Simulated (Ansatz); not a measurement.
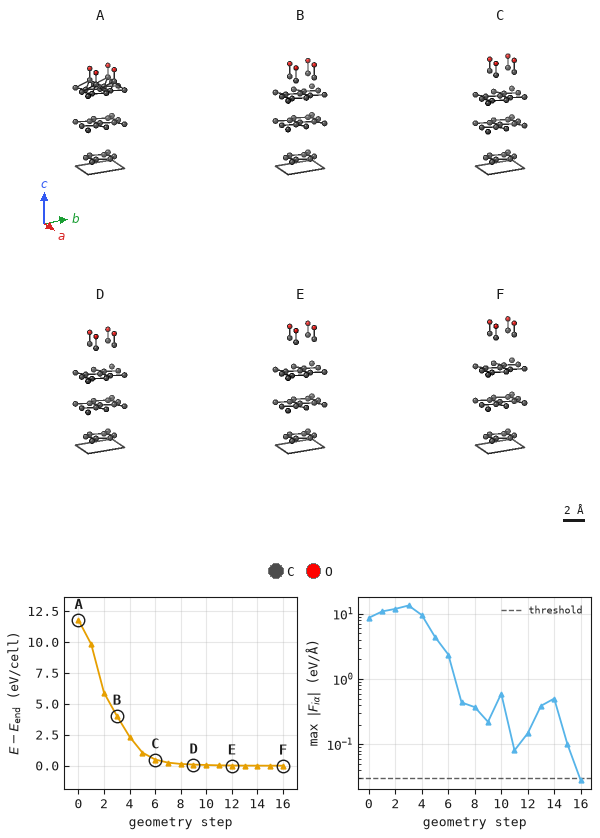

Frames of a constrained relaxation of a slab of composition C7O (cut from the R-3m phase), marked on the history of the run. The picture is a ball-and-stick view of the 2 × 2 repeat of the cell, outlined in the plane, without the vacuum, seen slightly off an axis.

Case: CO put at a hollow C-C site. The slab is the (0 0 1) face of C with CO on it. 2 atoms are held fixed.

Method: DFT PBE+D3(BJ), scalar-relativistic, plane waves, PAW (Ansatz).

The input:
```yaml
crystal:
  lattice:
    - [2.4650495083, 0.0, 0.0]
    - [-1.2325247541, 2.1347954958, 0.0]
    - [0.0, 0.0, 26.8487123425]
  atoms:
    - { symbol: C, position: [0.6666666667, 0.3333333333, 0.3165887396] }
    - { symbol: C, position: [0.3333333333, 0.6666666667, 0.3166487054] }
    - { symbol: C, position: [0.3333333333, 0.6666666667, 0.4413079859] }
    - { symbol: C, position: [0.0, 0.0, 0.4413679518] }
    - { symbol: C, position: [0.0, 0.0, 0.5660272323] }
    - { symbol: C, position: [0.6666666667, 0.3333333333, 0.5660871981] }
    - { symbol: C, position: [0.3333333333, 0.6666666667, 0.5914142973] }
    - { symbol: O, position: [0.3333333333, 0.6666666667, 0.6342468914] }
basis:
  ecutwfc: 420
kpoints:
  mp_grid: { grid: [12, 12, 1] }
hamiltonian:
  xc: pbe
  dispersion: d3bj
scf:
  occupations: { method: gaussian, width: 0.05 }
output:
  forces: true
  eigenvalues: true
relax:
  adjacent_minimum: "off"
  f_tol: 0.03
  max_steps: 70
  constraints: [{ sites: [0, 1] }]
efield:
  axis: 3
  dipole_correction: true
  ramp_width: 0.04
```

Run as
```bash
ansatz run input.yaml --threads 1 --pin off --max-ram 2560MiB --backend cpu --events-out ev --progress --plain --runs-dir out
```

> Describe the path.

Over 16 geometry steps the energy falls by 11.783 eV per cell of the calculation. Largest force component: 8.7 eV/Å at the start, 0.028 eV/Å at the end. The largest moves, 2.52 Å, are those of C7 and O8. C7 goes along the normal (+c). Largest moves by element: C 2.52 Å, O 2.50 Å. The lattice vectors keep their values. Among the contacts that change: C5–C7 1.578 → 3.470 Å, C7–O8 1.150 → 1.134 Å. Bonds break: C5–C7 (1.58 → 3.47 Å), C6–C7 (1.58 → 3.47 Å). The run may lie on a higher electronic state than the lowest, so the end point isn't shown to be the ground-state structure. Cost: 110 s on 1 thread of Intel(R) Xeon(R) Platinum 8488C (Sapphire Rapids) (shared host), peak memory 0.41 GiB. From step 0 to 3: C and O atoms move most (0.47 Å), energy −7.743 eV per cell of the calculation. From step 3 to 6: C7 moves most (0.55 Å), energy −3.543 eV per cell of the calculation. From step 6 to 9: C and O atoms move most (0.59 Å), energy −0.410 eV per cell of the calculation. From step 9 to 12: C and O atoms move most (0.58 Å), energy −74.7 meV per cell of the calculation. From step 12 to 16: C and O atoms move most (0.44 Å), energy −12.7 meV per cell of the calculation.

```json
{"step": "0", "E − E(0), meV/atom": "0.00", "largest force component, eV/Å": "8.6954"}
{"step": "1", "E − E(0), meV/atom": "-245.43", "largest force component, eV/Å": "10.8879"}
{"step": "2", "E − E(0), meV/atom": "-735.39", "largest force component, eV/Å": "11.9164"}
{"step": "3", "E − E(0), meV/atom": "-967.84", "largest force component, eV/Å": "13.4292"}
{"step": "4", "E − E(0), meV/atom": "-1180.02", "largest force component, eV/Å": "9.5749"}
{"step": "5", "E − E(0), meV/atom": "-1339.79", "largest force component, eV/Å": "4.4098"}
{"step": "6", "E − E(0), meV/atom": "-1410.73", "largest force component, eV/Å": "2.3770"}
{"step": "7", "E − E(0), meV/atom": "-1442.00", "largest force component, eV/Å": "0.4387"}
{"step": "8", "E − E(0), meV/atom": "-1455.37", "largest force component, eV/Å": "0.3712"}
{"step": "9", "E − E(0), meV/atom": "-1462.01", "largest force component, eV/Å": "0.2210"}
{"step": "10", "E − E(0), meV/atom": "-1466.08", "largest force component, eV/Å": "0.5978"}
{"step": "11", "E − E(0), meV/atom": "-1469.46", "largest force component, eV/Å": "0.0806"}
{"step": "12", "E − E(0), meV/atom": "-1471.34", "largest force component, eV/Å": "0.1474"}
{"step": "13", "E − E(0), meV/atom": "-1472.30", "largest force component, eV/Å": "0.3885"}
{"step": "14", "E − E(0), meV/atom": "-1472.67", "largest force component, eV/Å": "0.5027"}
{"step": "15", "E − E(0), meV/atom": "-1472.83", "largest force component, eV/Å": "0.1003"}
{"step": "16", "E − E(0), meV/atom": "-1472.93", "largest force component, eV/Å": "0.0281"}
```

Limits of the set-up: the periodic images lie only 2.5 Å apart, so the values are limited by the cell's size.
